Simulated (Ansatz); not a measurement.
**Pt(100) / 3 layers Rh(100) / Pt(100): resistance against film thickness**

How does the resistance across the layers grow with the film in Pt(100) / 3 layers Rh(100) / Pt(100)?

Calculated with Ansatz 0.2.0; Ansatz plane-wave DFT, PBEsol, PAW files; ballistic transport by layer matching (Landauer), zero bias.

### Step 1. The starting structure

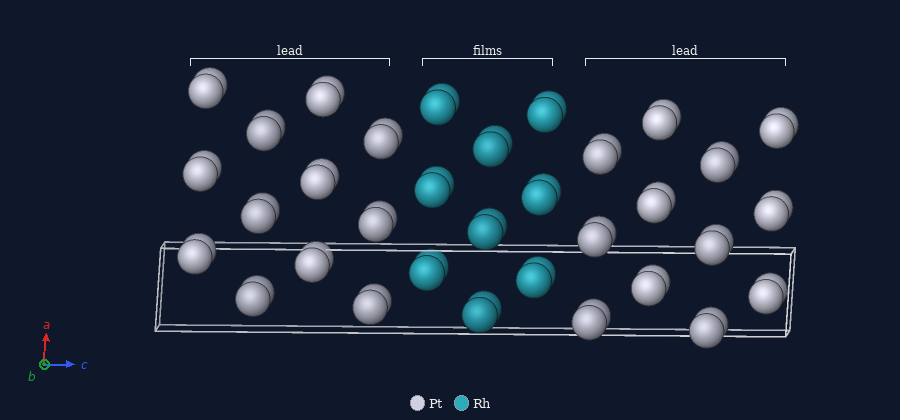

The cell as given, from the side, with the c axis across the page (platinum light grey, rhodium blue). 3×2×1 cells are drawn.

The cell holds 11 atoms: 8 Pt and 3 Rh. Its edges and angles: a = 2.773 Å, b = 2.773 Å, c = 21.143 Å, α = 86.2°, β = 86.2°, γ = 90.0°. It derives from Pt and Rh. Regions: lead, 8 atoms (8 Pt); films, 3 atoms (3 Rh). The structure is stacked along c, and the current runs across the ab planes.

Structure file:

```cif
data_structure
_symmetry_space_group_name_H-M 'P 1'
_symmetry_Int_Tables_number 1
_cell_length_a 2.7731
_cell_length_b 2.7731
_cell_length_c 21.1429
_cell_angle_alpha 86.240
_cell_angle_beta 86.240
_cell_angle_gamma 90.000
_cell_volume 161.89
loop_
_atom_site_label
_atom_site_type_symbol
_atom_site_fract_x
_atom_site_fract_y
_atom_site_fract_z
_atom_site_occupancy
Pt1 Pt 0.97671 0.97671 0.04657 1
Pt2 Pt 0.43014 0.43014 0.13972 1
Pt3 Pt 0.88357 0.88357 0.23287 1
Pt4 Pt 0.33699 0.33699 0.32601 1
Rh5 Rh 0.79247 0.79247 0.41506 1
Rh6 Rh 0.25000 0.25000 0.50000 1
Rh7 Rh 0.70753 0.70753 0.58494 1
Pt8 Pt 0.16301 0.16301 0.67399 1
Pt9 Pt 0.61643 0.61643 0.76713 1
Pt10 Pt 0.06986 0.06986 0.86028 1
Pt11 Pt 0.52329 0.52329 0.95343 1
```

### Step 2. With 3 layers

The film is laid into the lead at the lead's in-plane lattice, and the cell closes on the lead's own image. The mesh across the current, 26×26, is finer than the density's, because channels open and close sharply across the zone. Energies from -1 to 1 eV in steps of 0.036 eV cover the slope of the Fermi function at 300 K, so the program can form a conductance.

input.yaml reads:

```yaml
crystal:
  lattice:
    - [2.7731313745, 0.0, 0.0]
    - [0.0, 2.7731313745, 0.0]
    - [1.3865656872, 1.3865656872, 21.0517538584]
  atoms:
    - { symbol: Pt, position: [0.9767133416, 0.9767133416, 0.0465733167] }
    - { symbol: Pt, position: [0.4301400249, 0.4301400249, 0.1397199502] }
    - { symbol: Pt, position: [0.8835667082, 0.8835667082, 0.2328665836] }
    - { symbol: Pt, position: [0.3369933915, 0.3369933915, 0.3260132171] }
    - { symbol: Rh, position: [0.7924711554, 0.7924711554, 0.4150576892] }
    - { symbol: Rh, position: [0.25, 0.25, 0.5] }
    - { symbol: Rh, position: [0.7075288446, 0.7075288446, 0.5849423108] }
    - { symbol: Pt, position: [0.1630066085, 0.1630066085, 0.6739867829] }
    - { symbol: Pt, position: [0.6164332918, 0.6164332918, 0.7671334164] }
    - { symbol: Pt, position: [0.0698599751, 0.0698599751, 0.8602800498] }
    - { symbol: Pt, position: [0.5232866584, 0.5232866584, 0.9534266833] }
kpoints:
  mp_grid: { grid: [14, 14, 2] }
hamiltonian:
  xc: pbesol
scf:
  occupations: { method: fermi_dirac, width: 0.1 }
output:
  transmission: { leads: [[0, 1]], kmesh: [26, 26], e_range: [-1.0, 1.0], de: 0.036 }
  write_potential: true
  write_density: true
  volumetric_format: npy
  elf: true
```

Launch:

```bash
> ansatz run input.yaml --threads 4 --pin off --max-ram 8192MiB --backend cpu --events-out ev --progress --plain --runs-dir out
```

Numbers of over 12 decimals in the logs are rounded to 6 here.

What it wrote:

```text
Warning: crystal.symmetry: narrowed to the stabiliser of the k-point mesh — unitary ops 16 → 4; excluded 12 operations that carry a point of the 14×14×2 mesh (shift [0, 0, 0]) off the mesh (the run samples exactly the mesh kpoints.mp_grid names, as under crystal.symmetry.detect: false, and its converged state has the mesh's symmetry, not the crystal's; ε∞, the Born charges and the force constants of a linear response (`dielectric:` by the response, `phonons.method: dfpt`) are averaged over those of the crystal's operations that the state keeps within a tolerance, where `mesh_tensors`, `unaveraged_element` or `gamma_mean_max_change_ev_ang2` stands beside them; [rest of the remark cut]
Engine: ansatz 0.2.0, aarch64-unknown-linux-gnu
Pseudopotentials: kind: paw
Pseudopotential: Pt, paw, valence charge 18, recommended cutoff 420 eV (normal), Pt.paw.azcp
Pseudopotential: Rh, paw, valence charge 17, recommended cutoff 420 eV (normal), Rh.paw.azcp
Functional definition: PBEsol
  exchange = pbesol_x
  correlation = pbesol_c
Crystal: 11 atoms, lattice volume = 161.893 Å³
Basis set: ecut = 420 eV, 3219 PW (Γ)
Bands: 117, of which v1, the nominal top of the filled ones, is band 98 counted from 1 (97 counted from 0)
Symmetry: 4 space group operations
k-points: 114 of 392
Non-local potential: Pt, projectors of the file, l = 0: 3, l = 1: 2, l = 2: 2, l = 3: 1
Non-local potential: Rh, projectors of the file, l = 0: 3, l = 1: 2, l = 2: 2, l = 3: 1
PAW form: soft (Blöchl's): semilocal exchange-correlation on the pseudo side does not see the compensation charge
PAW frozen core: Pt, regenerated for the run's functional, and the local potential with it (the file was generated under x = pbe(κ = 0.804, μ = 0.219515), c = pbe(β = 0.066725))
PAW frozen core: Rh, regenerated for the run's functional, and the local potential with it (the file was generated under x = pbe(κ = 0.804, μ = 0.219515), c = pbe(β = 0.066725))
PAW one-centre angular grid: Pt, 590 points (default); XC on 64 Gauss nodes
PAW one-centre angular grid: Rh, 590 points (default); XC on 64 Gauss nodes
Initial density: superposition of atomic densities (neutral atoms: chi_scale 0, normalization atom), corrected by the library's trained network
Initial wavefunctions: pseudopotential atomic-orbital guess
Functional: x = pbesol(κ = 0.804, μ = 0.123457), c = pbesol(β = 0.046)
SCF iter   1: F=—  HF=-118087.172239 eV  |F-HF|=—  |Δ(HF+E_count)|=         —  Δρ=2.26e-2  dr2=1.69e1  ethr=1.77e-3  ⟨swp⟩=5.2  Hψ=43683  notcnv=0  defer=401
preconditioner: auto → Kerker (q_TF=auto, 2.814 Å⁻¹)  [metal: Δε(μ)=0.004 eV  Ē_g=8.062 eV  σ=0.100 eV  W_gap=0.01  n_scr=66 (ndim 8)  ℏωp=30.2 eV  f_vac=0.000  D(μ)=15.74/eV (n_scr^D=200)]
SCF iter   2: F=—  HF=-118087.093564 eV  |F-HF|=—  |Δ(HF+E_count)|=   7.87e-2  Δρ=9.86e-3  dr2=4.86e0  ethr=1.77e-3  ⟨swp⟩=1.0  Hψ=15390  notcnv=0  defer=406
SCF iter   3: F=—  HF=-118087.064118 eV  |F-HF|=—  |Δ(HF+E_count)|=   2.94e-2  Δρ=1.63e-3  dr2=1.85e-1  ethr=1.77e-3  ⟨swp⟩=1.0  Hψ=12701  notcnv=0  defer=406
SCF iter   4: F=—  HF=-118087.060871 eV  |F-HF|=—  |Δ(HF+E_count)|=   3.25e-3  Δρ=6.50e-4  dr2=3.02e-2  ethr=9.46e-5  ⟨swp⟩=1.0  Hψ=12701  notcnv=0  defer=433
SCF iter   5: F=—  HF=-118087.060657 eV  |F-HF|=—  |Δ(HF+E_count)|=   2.14e-4  Δρ=2.58e-4  dr2=1.16e-3  ethr=1.55e-5  ⟨swp⟩=1.0  Hψ=12701  notcnv=0  defer=433
SCF iter   6: F=—  HF=-118087.060649 eV  |F-HF|=—  |Δ(HF+E_count)|=   7.52e-6  Δρ=4.36e-5  dr2=1.50e-5  ethr=5.95e-7  ⟨swp⟩=1.0  Hψ=12701  notcnv=0  defer=433
SCF iter   7: F=—  HF=-118087.060679 eV  |F-HF|=—  |Δ(HF+E_count)|=   2.95e-5  Δρ=1.35e-5  dr2=1.37e-6  ethr=7.69e-9  ⟨swp⟩=1.2  Hψ=12936  notcnv=0  defer=457
SCF iter   8: F=—  HF=-118087.060679 eV  |F-HF|=—  |Δ(HF+E_count)|=   5.83e-8  Δρ=4.73e-6  dr2=4.02e-7  ethr=7.02e-10  ⟨swp⟩=1.2  Hψ=12768  notcnv=0  defer=457
SCF iter   9: F=-118087.060679 eV  HF=-118087.060679 eV  |F-HF|=3.13e-8  |Δ(HF+E_count)|=   4.83e-9  Δρ=1.28e-6  dr2=3.21e-8  ethr=5.13e-11  ⟨swp⟩=6.2  Hψ=35041  notcnv=0
SCF 1 converged in 9 iterations: F = -118087.060679 eV  dr2 = 3.21e-8
  greatest PAW one-centre occupation: 1.000 electrons in one spin orbital (limit 2), on the Pt atom at site 7 (counted from 0), in its partial waves of l = 0
transmission: 751 of 7503 steps passed
transmission: 1501 of 7503 steps passed
[...]
transmission: 7503 of 7503 steps passed
SCF converged after 9 iterations
Free energy (F): -118087.060679 eV
Harris-Foulkes:  -118087.060679 eV  (|F-HF|=3.13e-8)
Internal energy: -118086.495732 eV  (E = F + TS)
E sigma→0 (E₀):  -118086.778205 eV
Entropy (-TS):   -0.564947 eV (-51.359 meV/atom)
Fermi energy:    22.995478 eV
--- Per-component energies (eV) ---
  E_band       = -1315.770763
  E_kinetic    = 6823.481310
  E_local      = -16457.961609  (includes V_loc(G=0)·N_el)
  E_nonlocal   = 2692.624527
  E_hartree    = 6011.696787
  E_xc         = -2745.388869
  E_vxc        = -3254.280708  (∫ρ·V_xc dr)
  E_paw        = -85102.125236  (= ΣΔE_a)
  E_vpaw       = -3143.036010  (= ΣTr[D̂ρ^β])
  E_aug_tail   = 0.003998  (compensation charges beyond the density's cutoff)
  E_ewald      = -29311.951087
  E_core_change = 3.124449  (= ΣΔE_core)
  E_smearing   = -0.564947  (= −TS)
  E_closure    = -0.000000  (closes the sum)
  Σ components = -118087.060679   (vs F -118087.060679, Δ=0.00e0)
--- Band table (eV; the first three rows and the last of 114) ---
  k-point 0: bands = [... 94 lower, 22.3620, 22.3637, 22.4694, 22.4698, 22.4862, 22.4866, 22.7461, 22.8014, ... 15 higher]
  k-point 1: bands = [... 94 lower, 22.0774, 22.1936, 22.4953, 22.6104, 22.9220, 22.9341, 22.9729, 22.9733, ... 15 higher]
  k-point 2: bands = [... 94 lower, 22.1521, 22.1940, 22.3898, 22.4925, 22.4973, 22.7926, 22.8760, 23.0271, ... 15 higher]
  k-point 113: bands = [... 94 lower, 23.4924, 23.5176, 23.6315, 23.6358, 23.7353, 24.8724, 25.6348, 25.8254, ... 15 higher]
--- Transmission ---
  basis      : 69 plane waves across, 41 finite elements along
  points     : 183, standing for a mesh of 26 x 26
  filling    : by the input's occupations and mesh, since the crystals that have channels conduct as metals do. If one of these is a semiconductor, that mesh has misplaced its level
  energies   : 56 from -1.000000 to 0.980000 eV about the Fermi level, 0.036000 eV apart; the leads are filled to 0.000000 eV, and channels, transmission and decay are at 0.008000 eV
  crystal 0  : Pt1, at the sites [0, 1], period 1.9609 Å, over 15.69 Å; its Hamiltonian steps by up to 3.2 meV
    offset         : up to 0.0000 Å between an atom of the period and one for which it stands
    filled         : 10.2 meV over the level at which it is neutral
    channels       : 2.177515e0 a spin
    conductance    : 2.1939e15 S/m² at 300 K; may be off by some 0.0 % by where its bands' edges are placed, 5.0 % from the k-mesh, 1.7 % from the distance to neutral
    slowest decay  : 0.0287 /Å at (0.4615, 0.3846)
  junction   : crystal 0 to crystal 0, 0.70 to 19.79 Å
    transmission   : 1.500335e0 a spin
    conductance    : 1.5231e15 S/m² at 300 K (1.5935e15 on every other point, 1.5170e15 on every other energy)
    error estimate : 0.4 % from the energy spacing and 0.2 % from band edges of the leads and from resonances (wavevectors taken as independent; lower de), 5.1 % from the k-mesh, 1.8 % from the steps of its leads' Hamiltonians or their offsets (lay more layers), 1.8 % from the distance to neutral
    resistance     : 2.0074e-4 Ω µm² beyond half of each lead's own
```

It took 11 min on 4 threads of Arm Neoverse N1, shared host; peak memory 1.6 GiB; 33 min of CPU time.

Reading the cycles: dr2 is the Hartree energy of the density residual (eV), the measure of convergence; HF is the Harris–Foulkes estimate of the energy, which meets the free energy F at convergence.

Numbers from this step:

- free energy: -118087.0607 eV
- energy at zero smearing: -118086.7782 eV
- Fermi energy: 23.00 eV
- cell area: 7.690 Å²
- step of the lead's potential: 3.2 meV
- ballistic conductance of the lead: 2.19e15 S/m²
- estimated errors of the lead's conductance: 0, 5, 1.7 % (band edges, k-mesh, distance from neutral)
- lead conductance per cell: 2.178 G₀
- conductance of the junction: 1.52e15 S/m²
- junction conductance per cell: 1.512 G₀
- estimated errors of the junction's conductance: 0.4, 0.2, 5.1, 1.8, 1.8 % (energy step, band edges, k-mesh, leads' steps, distance from neutral)
- area resistance that the stack adds (contact term taken off, spin by spin): 0.2007 fΩ m²

Per spin. Transmission, zone mean against energy, zero at the Fermi level:

| energy (eV) | transmission, zone mean |
| --- | --- |
| -1.000 | 1.38 |
| -0.892 | 1.41 |
| -0.784 | 1.35 |
| -0.712 | 1.35 |
| -0.604 | 1.44 |
| -0.496 | 1.56 |
| -0.388 | 1.65 |
| -0.316 | 1.70 |
| -0.208 | 1.75 |
| -0.172 | 1.75 |
| -0.100 | 1.70 |
| 0.008 | 1.50 |
| 0.116 | 1.18 |
| 0.188 | 1.00 |
| 0.296 | 0.877 |
| 0.404 | 0.729 |
| 0.512 | 0.717 |
| 0.584 | 0.744 |
| 0.692 | 0.767 |
| 0.800 | 0.774 |
| 0.908 | 0.777 |

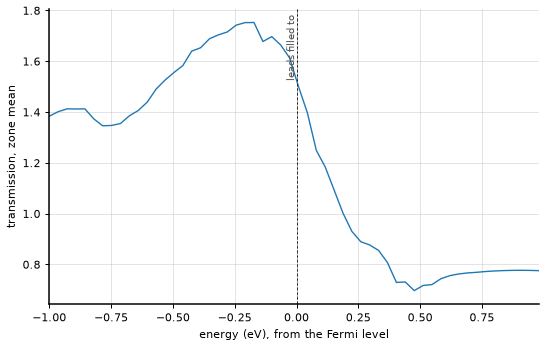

Transmission, zone mean, plotted against energy.

Per spin. Table of open channels, zone mean, lead by energy, zero at the Fermi level:

| energy (eV) | open channels, zone mean, lead |
| --- | --- |
| -1.000 | 1.95 |
| -0.892 | 1.96 |
| -0.784 | 1.98 |
| -0.640 | 1.99 |
| -0.532 | 2.11 |
| -0.424 | 2.24 |
| -0.316 | 2.32 |
| -0.172 | 2.42 |
| -0.064 | 2.39 |
| 0.008 | 2.18 |
| 0.044 | 2.00 |
| 0.152 | 1.52 |
| 0.296 | 1.14 |
| 0.404 | 1.03 |
| 0.512 | 0.854 |
| 0.620 | 0.901 |
| 0.764 | 0.859 |
| 0.872 | 0.859 |
| 0.980 | 0.859 |

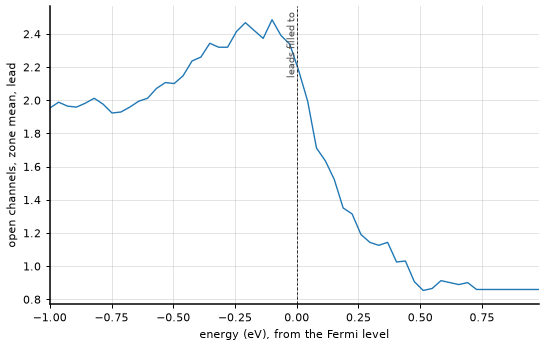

Open channels, zone mean, lead against energy.

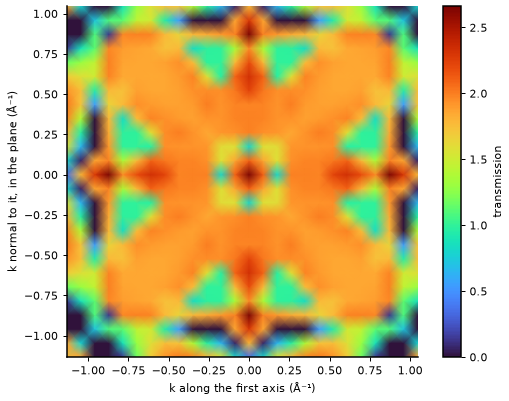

Transmission over k1 and k2. At 0.0080 eV from the Fermi level.

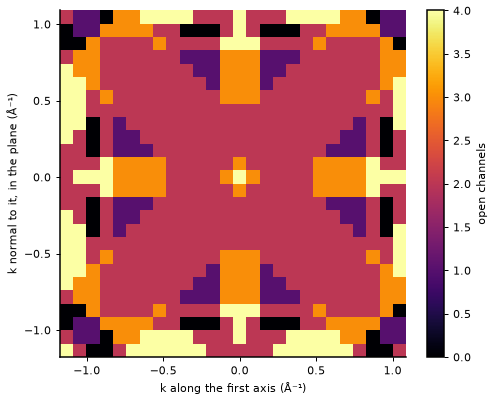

Open channels over k1 and k2. At 0.0080 eV from the Fermi level.

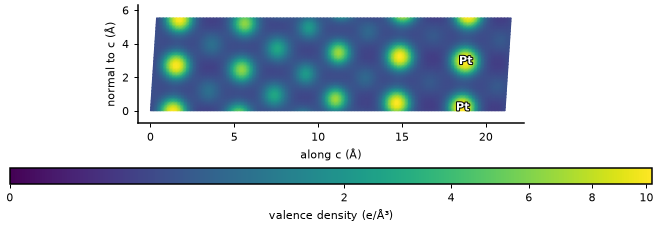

Valence density in the ca plane at fractional y = 0.070, with atoms of Pt within 0.2 Å of it. It is the smooth field of the valence electrons, not physical close to the nuclei. The colour scale is stretched toward low values.

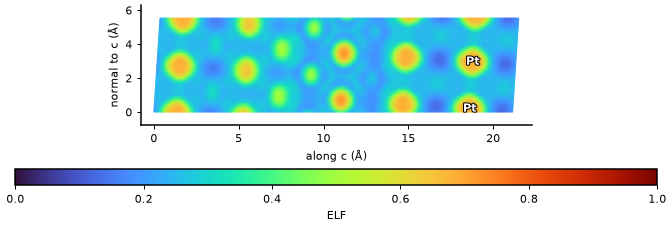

ELF in the ca plane at fractional y = 0.070, with atoms of Pt within 0.2 Å of it. It is the smooth field of the valence electrons, not physical close to the nuclei.

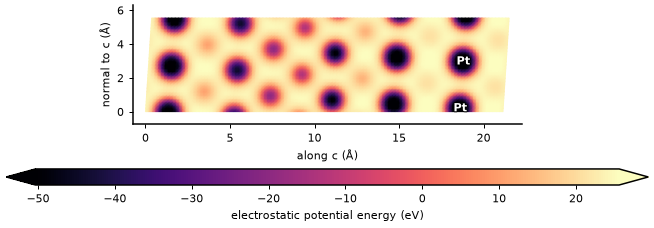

Electrostatic potential energy in the ca plane at fractional y = 0.070, with atoms of Pt within 0.2 Å of it. With pseudopotentials it is smooth inside the atoms' cores, unlike the true potential.

The lead's potential steps by 3.2 meV from period to period, small in itself. The program estimates the junction's conductance to 5.1 % from the k-mesh, 1.8 % from the leads' distance from neutral and 1.8 % from their steps.

By hand: 1/G − 1/G_lead = 1/1.523 − 1/2.194 = 0.201 fΩ m² with G in 10¹⁵ S/m².

### Step 3. With 5 layers, k-mesh 14×14×1, film layers 5

The stack now holds 5 film layers; the k-mesh follows the cell, and the energies span -0.27 to 0.27 eV.

System of this step: Pt(100) / 5 layers Rh(100) / Pt(100). The cell holds 13 atoms: 8 Pt and 5 Rh. Cell: a = 2.773 Å, b = 2.773 Å, c = 24.706 Å, α = 86.8°, β = 86.8°, γ = 90.0°. It derives from Pt and Rh. Regions: lead, 8 atoms (8 Pt); films, 5 atoms (5 Rh). The structure is stacked along c, and the current runs across the ab planes.

input.yaml reads:

```yaml
crystal:
  lattice:
    - [2.7731313745, 0.0, 0.0]
    - [0.0, 2.7731313745, 0.0]
    - [1.3865656872, 1.3865656872, 24.6281230974]
  atoms:
    - { symbol: Pt, position: [0.9800949103, 0.9800949103, 0.0398101794] }
    - { symbol: Pt, position: [0.4402847308, 0.4402847308, 0.1194305383] }
    - { symbol: Pt, position: [0.9004745514, 0.9004745514, 0.1990508972] }
    - { symbol: Pt, position: [0.3606643719, 0.3606643719, 0.2786712561] }
    - { symbol: Rh, position: [0.8226074258, 0.8226074258, 0.3547851485] }
    - { symbol: Rh, position: [0.2863037129, 0.2863037129, 0.4273925742] }
    - { symbol: Rh, position: [0.75, 0.75, 0.5] }
    - { symbol: Rh, position: [0.2136962871, 0.2136962871, 0.5726074258] }
    - { symbol: Rh, position: [0.6773925742, 0.6773925742, 0.6452148515] }
    - { symbol: Pt, position: [0.1393356281, 0.1393356281, 0.7213287439] }
    - { symbol: Pt, position: [0.5995254486, 0.5995254486, 0.8009491028] }
    - { symbol: Pt, position: [0.0597152692, 0.0597152692, 0.8805694617] }
    - { symbol: Pt, position: [0.5199050897, 0.5199050897, 0.9601898206] }
kpoints:
  mp_grid: { grid: [14, 14, 1] }
hamiltonian:
  xc: pbesol
scf:
  occupations: { method: fermi_dirac, width: 0.1 }
output:
  transmission:
    leads: [[0, 1]]
    kmesh: [26, 26]
    e_range: [-0.27, 0.27]
    de: 0.036
  write_potential: true
  write_density: true
  volumetric_format: npy
```

What it wrote:

```text
[...]
Crystal: 13 atoms, lattice volume = 189.397 Å³
Basis set: ecut = 420 eV, 3775 PW (Γ)
Bands: 138, of which v1, the nominal top of the filled ones, is band 115 counted from 1 (114 counted from 0)
Symmetry: 4 space group operations
k-points: 57 of 196
[...]
--- Transmission ---
  basis      : 69 plane waves across, 47 finite elements along
  points     : 183, standing for a mesh of 26 x 26
[...]
filled         : 7.5 meV over the level at which it is neutral
    channels       : 2.125740e0 a spin
[...]
slowest decay  : 0.0222 /Å at (-0.4615, 0.0385)
  junction   : crystal 0 to crystal 0, 0.70 to 23.37 Å
    transmission   : 1.332408e0 a spin
[...]
resistance     : 2.7714e-4 Ω µm² beyond half of each lead's own
[key lines of the parts left out:]
SCF converged after 9 iterations
Free energy (F): -130764.470336 eV
Fermi energy:    22.880180 eV
```

Wall time 5.4 min (4 threads); peak memory 1.4 GiB.

Numbers from this step:

```
free energy                                                                : -130764.4703 eV
energy at zero smearing                                                    : -130764.1373 eV
Fermi energy                                                               : 22.88 eV
step of the lead's potential                                               : 5 meV
ballistic conductance of the lead                                          : 2.20e15 S/m²
estimated errors of the lead's conductance                                 : 0, 5, 1.2 % (band edges, k-mesh, distance from neutral)
lead conductance per cell                                                  : 2.187 G₀
conductance of the junction                                                : 1.37e15 S/m²
junction conductance per cell                                              : 1.358 G₀
estimated errors of the junction's conductance                             : 0.4, 1.6, 4.8, 3.8, 1.1 % (energy step, band edges, k-mesh, leads' steps, distance from neutral)
area resistance that the stack adds (contact term taken off, spin by spin) : 0.2771 fΩ m²
```

Per spin. Transmission, zone mean against energy, zero at the Fermi level:

| energy (eV) | transmission, zone mean |
| --- | --- |
| -0.270 | 1.51 |
| -0.234 | 1.55 |
| -0.198 | 1.55 |
| -0.162 | 1.50 |
| -0.126 | 1.45 |
| -0.090 | 1.45 |
| -0.054 | 1.47 |
| -0.018 | 1.40 |
| 0.018 | 1.33 |
| 0.054 | 1.25 |
| 0.090 | 1.12 |
| 0.126 | 1.07 |
| 0.162 | 1.03 |
| 0.198 | 0.977 |
| 0.234 | 0.950 |
| 0.270 | 0.928 |

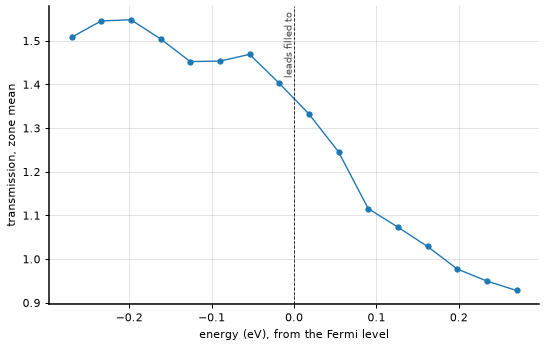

Transmission, zone mean against energy.

The conductance of the junction is 1.4e15 S/m², 10 % under the 1.5e15 S/m² of the last finished run.

[end of part 1 of 2]

[Logs are printed without paths, hosts, clocks, repeated set-up lines and the standing remarks that a program may print on its own settings, such as how far it seeks lower states.]

[Hosts, paths, dates, database ids (printed as entryN), source tags and the programs' standing remarks are cut or masked in the printed files.]
